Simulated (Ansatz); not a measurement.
AlGa2N3 (space group P3m1, No. 156). Coordinates: coordinates from a relaxation with Ansatz 0.2.0, DFT PBE, scalar-relativistic, plane waves, PAW.

```
Al N Ga
1.0
     3.18857    0.00000    0.00000
    -1.59428    2.76138    0.00000
     0.00000    0.00000   15.51718
Al N Ga
2 6 4
Cartesian
  0.0000 1.8409 5.1265
  1.5943 0.9205 2.6357
  0.0000 1.8409 2.0607
  1.5943 0.9205 4.5431
  0.0000 1.8409 7.0340
  1.5943 0.9205 9.6752
  0.0000 1.8409 12.3065
  1.5943 0.9205 14.9377
  0.0000 1.8409 10.3275
  1.5943 0.9205 7.6972
  0.0000 1.8409 0.0761
  1.5943 0.9205 12.9588
```

Describe how the polyhedra about Al and Ga are linked (bonds: Al–N below 2.2 Å and Ga–N below 2.2 Å).

Al: AlN4 tetrahedron, sharing corners with twelve neighbours; Ga: GaN4 tetrahedron, sharing corners with twelve neighbours.

They form a three-dimensional framework of corner-sharing tetrahedra.

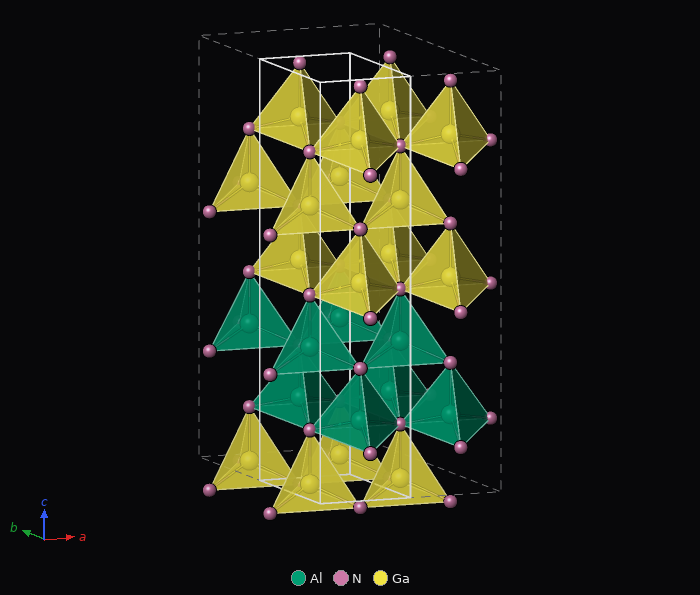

Polyhedra are drawn about Al and Ga (bonds: Al–N below 2.2 Å and Ga–N below 2.2 Å); other atoms are plain spheres.
